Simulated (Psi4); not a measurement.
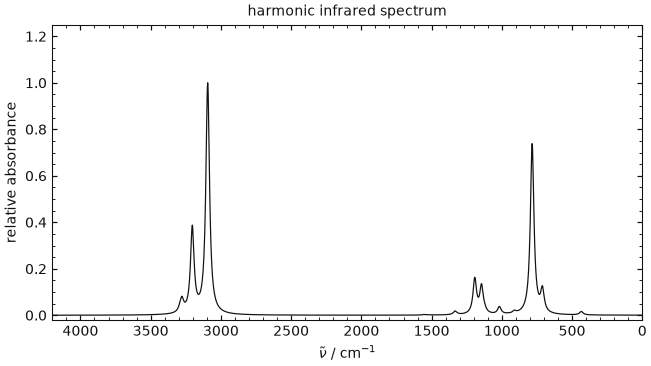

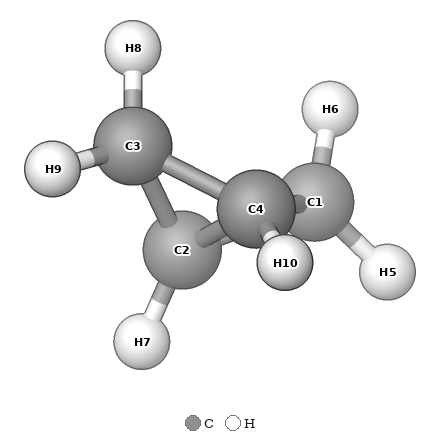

Infrared spectrum of C₄H₆ (bicyclo[1.1.0]butane), SMILES C1[C@H]2C[C@@H]12. Unscaled harmonic wavenumbers and double-harmonic intensities, PBE0/6-31G(d,p) (dispersion D3(BJ)) with Psi4, at a geometry relaxed at this level, isolated molecule. Modes within 2 cm⁻¹ of each other count as one line, with their intensities summed. Lorentzian lines of 30 cm⁻¹ full width. Close modes add up in the curve.

Which lines are the most intense?

784.0 cm⁻¹ (66.8 km/mol), 3092.2 cm⁻¹ (50.8 km/mol) and 3096.2 cm⁻¹ (40.8 km/mol).

Which is the highest mode?

3290.2 cm⁻¹ (1.4 km/mol).

List the modes.

| cm⁻¹ | km/mol |
| --- | --- |
| 433.9 | 1.3 |
| 710.9 | 8.8 |
| 784.0 | 66.8 |
| 876.1 | 0.0 |
| 910.8 | 0.9 |
| 947.7 | 0.0 |
| 958.1 | 0.1 |
| 1017.4 | 2.9 |
| 1090.0 | 0.0 |
| 1120.7 | 0.7 |
| 1123.3 | 0.0 |
| 1144.4 | 10.7 |
| 1192.6 (×2) | 13.7 |
| 1331.7 | 1.4 |
| 1349.6 | 0.0 |
| 1503.2 | 0.1 |
| 1549.9 | 0.2 |
| 3092.2 | 50.8 |
| 3096.2 | 40.8 |
| 3202.8 | 21.6 |
| 3205.0 | 11.9 |
| 3277.1 | 4.7 |
| 3290.2 | 1.4 |

Known limits of this run: double-zeta basis.
